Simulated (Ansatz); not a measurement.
# Run report: TiO, geometry relaxation (part 2 of 2)

The same run, continued: TiO (P-6m2, 2 atoms in the cell); DFT r2SCAN+U, scalar-relativistic, plane waves, PAW, Ueff = 4 eV on Ti d, spin-polarised (Ansatz 0.2.0); cutoff 500 eV, 18×18×14 k-mesh, Gaussian smearing of 0.1 eV, collinear spins. The structure derives from an entry of the Crystallography Open Database.

**The program's output, continued**
```
SCF iter   1: F=—  HF=-3072.259957 eV  |F-HF|=—  |Δ(HF+E_count)|=         —  Δρ=8.05e-5 (↑8.05e-5 ↓3.31e-5)  dr2=3.65e-7  dr2_τ=1.17e-6  dr2_m=5.27e-7  M=2.000 μB ∫|m|=2.007 μB  β_m=1.00  ethr=1.37e-9  ⟨swp⟩=3.0  Hψ=48390  notcnv=0
SCF iter   2: F=—  HF=-3072.259962 eV  |F-HF|=—  |Δ(HF+E_count)|=   5.04e-6  Δρ=3.03e-5 (↑3.03e-5 ↓2.12e-5)  dr2=1.73e-7  dr2_τ=9.09e-9  dr2_m=6.37e-9  M=2.000 μB ∫|m|=2.007 μB  β_m=1.00  ethr=1.37e-9  ⟨swp⟩=2.0  Hψ=13651  notcnv=0  κ⁻¹=1.0e0(r=1)
SCF iter   3: F=—  HF=-3072.259963 eV  |F-HF|=—  |Δ(HF+E_count)|=   1.05e-7  Δρ=1.72e-5 (↑1.72e-5 ↓1.71e-5)  dr2=7.34e-8  dr2_τ=4.32e-9  dr2_m=1.17e-10  M=2.000 μB ∫|m|=2.007 μB  β_m=1.00  ethr=9.61e-10  ⟨swp⟩=1.5  Hψ=10629  notcnv=0  κ⁻¹=1.7e-2(r=2)
SCF iter   4: F=—  HF=-3072.259963 eV  |F-HF|=—  |Δ(HF+E_count)|=   9.46e-8  Δρ=4.57e-6 (↑3.40e-6 ↓4.57e-6)  dr2=3.09e-9  dr2_τ=2.62e-10  dr2_m=1.33e-10  M=2.000 μB ∫|m|=2.007 μB  β_m=1.00  ethr=4.08e-10  ⟨swp⟩=2.8  Hψ=13822  notcnv=0  κ⁻¹=2.5e-3(r=3)
SCF iter   5: F=—  HF=-3072.259963 eV  |F-HF|=—  |Δ(HF+E_count)|=   7.31e-9  Δρ=1.37e-6 (↑1.32e-6 ↓1.37e-6)  dr2=5.12e-10  dr2_τ=2.45e-11  dr2_m=6.55e-12  M=2.000 μB ∫|m|=2.007 μB  β_m=1.00  ethr=1.72e-11  ⟨swp⟩=2.1  Hψ=11806  notcnv=0  κ⁻¹=2.5e-4(r=4)
SCF iter   6: F=—  HF=-3072.259963 eV  |F-HF|=—  |Δ(HF+E_count)|=  7.49e-10  Δρ=4.22e-7 (↑4.19e-7 ↓4.22e-7)  dr2=4.70e-11  dr2_τ=2.15e-12  dr2_m=1.18e-12  M=2.000 μB ∫|m|=2.007 μB  β_m=1.00  ethr=2.85e-12  ⟨swp⟩=2.1  Hψ=12948  notcnv=0  κ⁻¹=1.6e-5(r=5)
SCF iter   7: F=-3072.259963 eV  HF=-3072.259963 eV  |F-HF|=1.14e-11  |Δ(HF+E_count)|=  8.23e-11  Δρ=1.60e-7 (↑1.60e-7 ↓1.57e-7)  dr2=7.62e-12  dr2_τ=2.98e-13  dr2_m=3.17e-13  M=2.000 μB ∫|m|=2.007 μB  ethr=1.00e-12  ⟨swp⟩=5.1  Hψ=28657  notcnv=0
SCF 3 converged in 7 iterations: F = -3072.259963 eV  dr2 = 7.62e-12
relax step   3: F+E_penalty+E_count = -3072.25996270 eV  Δ(F+E_penalty+E_count) = -8.873e-6 eV  max|allowed force component| = 1.174e-16 eV/Å  Δτ_max = 0.0000 Å  P = -0.001 GPa  Ω = 22.762 Å³  energy of the carried Pulay correction = +2.773e-6 eV  (7 SCF iters, accepted)
Initial wavefunctions: pseudopotential atomic-orbital guess (no wavefunctions were taken with the density)
iter 1 solved again at ethr=4.51e-10 eV; its pass at ethr=3.10e-3 eV (dr2=8.12e-8 eV) is discarded
SCF iter   1: F=—  HF=-3072.259959 eV  |F-HF|=—  |Δ(HF+E_count)|=         —  Δρ=8.09e-7 (↑8.09e-7 ↓6.42e-7)  dr2=4.96e-11  dr2_τ=9.29e-11  dr2_m=9.44e-12  M=2.000 μB ∫|m|=2.007 μB  β_m=1.00  ethr=4.51e-10  ⟨swp⟩=3.2  Hψ=65534  notcnv=0
SCF iter   2: F=—  HF=-3072.259959 eV  |F-HF|=—  |Δ(HF+E_count)|=  1.77e-10  Δρ=4.96e-7 (↑4.96e-7 ↓4.79e-7)  dr2=2.42e-11  dr2_τ=9.70e-12  dr2_m=1.40e-13  M=2.000 μB ∫|m|=2.007 μB  β_m=1.00  ethr=1.00e-12  ⟨swp⟩=2.5  Hψ=13212  notcnv=0  κ⁻¹=1.0e0(r=1)
SCF iter   3: F=-3072.259959 eV  HF=-3072.259959 eV  |F-HF|=2.27e-11  |Δ(HF+E_count)|=  4.37e-11  Δρ=2.77e-7 (↑2.70e-7 ↓2.77e-7)  dr2=7.59e-12  dr2_τ=3.20e-12  dr2_m=1.51e-14  M=2.000 μB ∫|m|=2.007 μB  ethr=1.00e-12  ⟨swp⟩=3.3  Hψ=28451  notcnv=0
SCF 4 converged in 3 iterations: F = -3072.259959 eV  dr2 = 7.59e-12
relax step   4: F+E_penalty+E_count = -3072.25995950 eV  Δ(F+E_penalty+E_count) = +3.203e-6 eV  max|allowed force component| = 6.245e-17 eV/Å  Δτ_max = 0.0000 Å  P = -0.001 GPa  Ω = 22.762 Å³  stress off target by 1.04e-3 GPa  SCF on the basis re-selected at this cell (its energy is not comparable with the rows above)  (3 SCF iters)
```

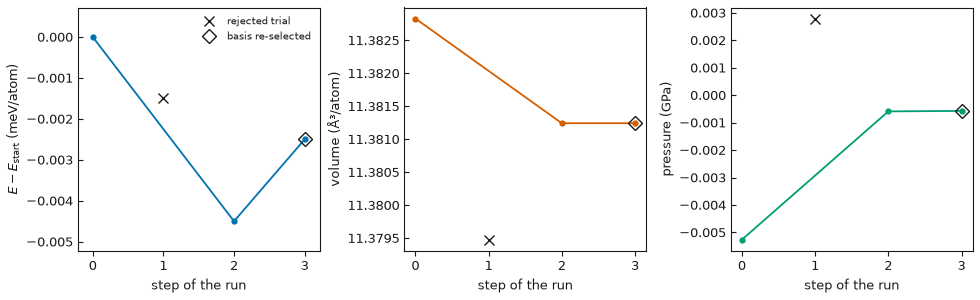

Figure 1. Progress of the relaxation, step by step (the first geometry is step 0 here and step 1 in the log). After 2 geometry steps the energy has fallen by next to nothing (0.0 meV per atom). All forces vanish by symmetry, so only the cell relaxes. Pressure: −0.01 GPa at the start and 0.00 GPa at the end. The line search rejected the trial step at point 1 (counted from 0) and went back. No atom moves by more than 0.005 Å relative to the cell. The space group stays P-6m2 (No. 187). A last SCF at the same geometry on a re-selected plane-wave basis shifts the energy by +0.0 meV per atom.

```
basis re-selected at this cell: Δ(F+E_penalty+E_count) = +3.203e-6 eV, ΔP = +0.000 GPa vs the last step (what re-selecting the basis moved, of the pressure what is left beyond the Pulay correction that the steps carried, after the strain that the cell walked since its last selection, with what the two solves' SCF thresholds leave and, on support functions, any second-order correction that the steps lacked; it is no measure of the basis error at this ecutwfc). This SCF's stress stands 1.04e-3 GPa from its target on what of the cell is left free (relax.cell.stress_tol is 5.00e-2 GPa) and its largest allowed force component is 6.25e-17 eV/Å (relax.f_tol is 5.00e-3 eV/Å): within both
SCF converged after 3 iterations
Stability not checked: this state was not tested for a lower state beside it, because the mixer in use, unlike msr1, does not test its closes by its own steps (another_mixer; see scf.mixing.algorithm and scf.lower_state_search)
Magnetization: 2.0000 μB (10.0000 up, 8.0000 down)
Absolute magnetization: 2.0073 μB (∫|ρ↑−ρ↓|, with the PAW one-centre terms)
Spin contamination: 0.0140 ħ² per cell (⟨S²⟩ above its minimum at these occupations)
Per-site moments (μB) at R_I (Å): [(1.4007695090318584, 0.9333934951410016), (0.014017883696571413, 0.9333934951410016)]
Free energy (F): -3072.259959 eV
Harris-Foulkes:  -3072.259959 eV  (|F-HF|=2.27e-11)
Internal energy: -3072.257759 eV  (E = F + TS)
E sigma→0 (E₀):  -3072.258859 eV
Entropy (-TS):   -0.002201 eV (-1.100 meV/atom)
Fermi energy:    14.244122 eV
--- Per-component energies (eV) ---
  E_band       = -153.643067
  E_kinetic    = 450.613940
  E_local      = -1044.282792  (includes V_loc(G=0)·N_el)
  E_nonlocal   = 59.437819
  E_hartree    = 412.541450
  E_xc         = -167.135793
  E_vxc        = -239.434319  (∫ρ·V_xc dr)
  E_hubbard    = 2.044321  (on-site DFT+U / exact-exchange correction)
  E_vhub       = -1.049738  (the Hubbard potential's part of the band-sum identity)
  E_paw        = -1219.074685  (= ΣΔE_a)
  E_vpaw       = -220.015413  (= ΣTr[D̂ρ^β])
  E_aug_tail   = 0.001175  (compensation charges beyond the density's cutoff)
  E_vtau       = 16.003341  (kinetic-family band-sum trace: ∫τ·v_τ [+ j·A + Jᵃ·Aᵃ] dr)
  E_ewald      = -1566.117795
  E_core_change = -0.285398  (= ΣΔE_core)
  E_smearing   = -0.002201  (= −TS)
  E_closure    = -0.000000  (closes the sum)
  Σ components = -3072.259959   (vs F -3072.259959, Δ=0.00e0)
--- Forces (eV/Å), atoms counted from 1 ---
  atom   1  Ti     0.00000000     0.00000000     0.00000000
  atom   2  O     -0.00000000    -0.00000000    -0.00000000
  max |Σ_I F_I| component: 9.71e-17 eV/Å
--- Stress (GPa, compression-positive) ---
       -0.001043       0.000000       0.000000
       -0.000000      -0.001043       0.000000
        0.000000       0.000000       0.000368
  P = ⅓ Tr σ = -0.0006 GPa (-0.006 kbar)
--- Band table (eV; the first three rows and the last of 592) ---
  k-point 0 ↑: bands = ["-46.3849", "-21.5507", "-21.5507", "-21.3277", "-7.4132", "8.5999", "8.9825", "8.9825", "9.7098", "14.1200", "15.0321", "15.0321", "17.9081", "17.9081"]
  k-point 1 ↑: bands = ["-46.3827", "-21.5489", "-21.5489", "-21.3534", "-7.3691", "8.2917", "9.0157", "9.0157", "9.9130", "14.3380", "14.9321", "14.9321", "17.9123", "17.9123"]
  k-point 2 ↑: bands = ["-46.3771", "-21.5437", "-21.5437", "-21.4244", "-7.2444", "7.6290", "9.1113", "9.1113", "10.3448", "14.6680", "14.6680", "14.9102", "17.9034", "17.9034"]
  k-point 295 ↓: bands = ["-44.3924", "-19.8704", "-19.8329", "-19.6702", "-6.2292", "7.3631", "7.5867", "8.8191", "17.1094", "18.1765", "19.6854", "19.9762", "20.7533", "23.1809"]
Occupation matrices written to [file]
--- Relaxed structure (3 steps of the walk, 2 accepted, 1 SCFs on fresh bases) ---
  F+E_penalty+E_count = -3072.25995950 eV   max|allowed force component| = 6.245e-17 eV/Å   (the final SCF, on the basis selected at the relaxed cell)
  cell:  # Å, volume = 22.7625 Å³
    - [3.0150604043493754, -2.8860459689558927e-11, -1.366235521302207e-34]
    - [-1.507530202149694, 2.611118904125571, -5.000769083719347e-35]
    - [-1.3093806026967646e-34, -1.3093806026967646e-34, 2.8913257895077678]
  atoms:
    - { symbol: Ti, position: [0.6666666666666665, 0.3333333333333333, 1.0691058840368783e-50] }
    - { symbol: O, position: [-2.7755575615628914e-17, -9.832083077179715e-35, 0.49999999999999983] }
--- Löwdin populations: 2 sites ---
  site symbol       q [e]    m [muB]
     0     Ti     10.9631     1.9660
     1      O      6.9324    -0.0056
  spilling = 0.005805 (of n_electrons = 18.000000)
```

**File populations.tsv**
```
# site	symbol	l	j	q_up	q_dn
# orbitals = lowdin
# n_electrons = 18.000000
# spilling = 0.005805
# projection_atom_Ti: [Ne] 3s2 3p6 3d2 4s2
# projection_atom_O: [He] 2s2 2p4
0	Ti	0_3S	-	0.968791	0.965483
0	Ti	0_4S	-	0.259021	0.202324
0	Ti	1_3P	-	2.995097	2.992744
0	Ti	2_3D	-	2.241666	0.337988
1	O	0_2S	-	0.889834	0.885694
1	O	1_2P	-	2.573579	2.583286
```

**Trajectory as extended XYZ (Å, eV, eV/Å), 4 frames, from step=1 to step=4**
```
2
Lattice="3.0158 0.0000 0.0000 -1.5079 2.6118 0.0000 0.0000 0.0000 2.8903" Properties=species:S:1:pos:R:3:forces:R:3 step=1 energy=-3072.25995 pressure_GPa=-0.01
Ti    1.5079    0.8706    0.0000    0.0000   0.0000   0.0000
O     0.0000    0.0000    1.4452    0.0000   0.0000   0.0000
2
Lattice="3.0142 0.0000 0.0000 -1.5071 2.6103 0.0000 0.0000 0.0000 2.8926" Properties=species:S:1:pos:R:3:forces:R:3 step=2 energy=-3072.25996 pressure_GPa=0.00 accepted=F
Ti    1.5071    0.8701    0.0000    0.0000   0.0000   0.0000
O     0.0000    0.0000    1.4463    0.0000   0.0000   0.0000
2
Lattice="3.0151 0.0000 0.0000 -1.5075 2.6111 0.0000 0.0000 0.0000 2.8913" Properties=species:S:1:pos:R:3:forces:R:3 step=3 energy=-3072.25996 pressure_GPa=-0.00
Ti    1.5075    0.8704    0.0000    0.0000   0.0000   0.0000
O     0.0000    0.0000    1.4457    0.0000   0.0000   0.0000
2
Lattice="3.0151 0.0000 0.0000 -1.5075 2.6111 0.0000 0.0000 0.0000 2.8913" Properties=species:S:1:pos:R:3:forces:R:3 step=4 energy=-3072.25996 pressure_GPa=-0.00
Ti    1.5075    0.8704    0.0000    0.0000   0.0000   0.0000
O     0.0000    0.0000    1.4457    0.0000   0.0000   0.0000
```

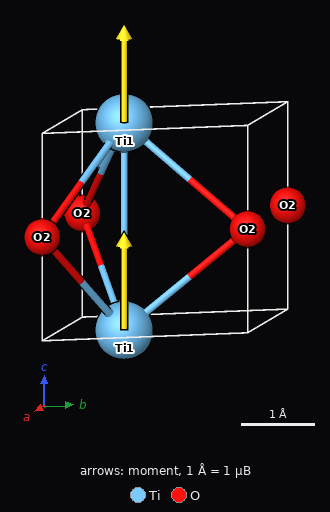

Figure 2. Magnetic moments of the sites as yellow arrows (ball-and-stick view of the cell of the calculation, seen slightly off an axis; atoms are numbered from 1 in the order of the input); small moments hardly show. The run is collinear, so the axis drawn is arbitrary. Site moments: Ti1 (1.40 μB). They are counted near the atoms and needn't add up to the moment of the cell.

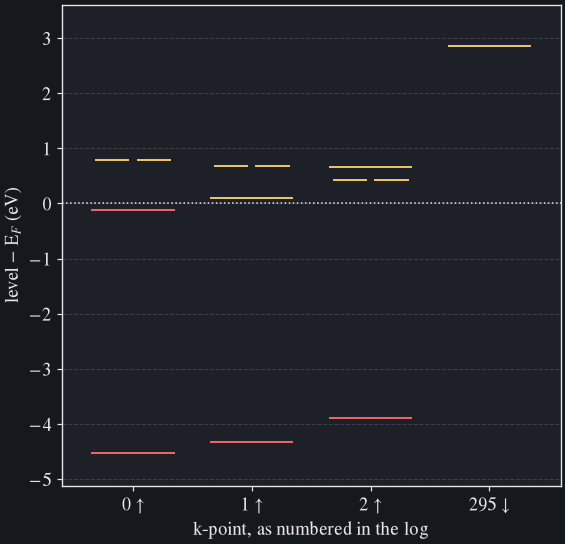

Figure 3. Kohn–Sham levels near the Fermi level (dotted) at the few k-points that the log prints; levels within 0.02 eV of each other stand side by side. The system is metallic on the full mesh.

The run was set up as follows.

**Input file**
```yaml
crystal:
  lattice:
    - [3.0158035693, 0.0, 0.0]
    - [-1.5079017846, 2.6117625039, 0.0]
    - [0.0, 0.0, 2.8903030507]
  atoms:
    - { symbol: Ti, position: [0.6666666667, 0.3333333333, 0.0], spin: 1.54 }
    - { symbol: O, position: [0.0, 0.0, 0.5] }
basis:
  ecutwfc: 500
kpoints:
  mp_grid: { grid: [18, 18, 14] }
hamiltonian:
  xc: r2scan
  hubbard: { sites: [{ species: Ti, l: d, u_eff: 4.0 }] }
scf:
  occupations: { method: gaussian, width: 0.1 }
output:
  forces: true
  stress: true
  eigenvalues: true
  populations: true
magnetization:
  spin_polarized: true
relax:
  adjacent_minimum: "off"
  f_tol: 0.005
  max_steps: 80
  cell: { stress_tol: 0.05 }
```

Launched with:
```bash
ansatz run input.yaml --threads 2 --pin off --max-ram 5120MiB --backend cpu --events-out ev --progress --plain --runs-dir out
```

**Summary**

```tsv
quantity	value
outcome	converged
space group (tolerance 0.01 Å)	P-6m2 (187)
electrons treated	18
free energy	−3072.2600 eV
Fermi energy	14.244 eV
gap on the k-point mesh	none (metallic)
net moment of the cell	2.00 μB
integrated absolute moment	2.01 μB
pressure	0.00 GPa
final volume	22.76 Å³
largest force (length of the vector) at the end	under 0.001 eV/Å
final cell	a = 3.015 Å, b = 3.015 Å, c = 2.891 Å, α = 90.00°, β = 90.00°, γ = 120.00°
hardware	2 threads of Intel Xeon (Granite Rapids), 192 GiB of memory available, shared host
wall time	54 s (CPU time 1.7 min)
peak memory	0.79 GiB
```

The electronic state found may not be the lowest one.
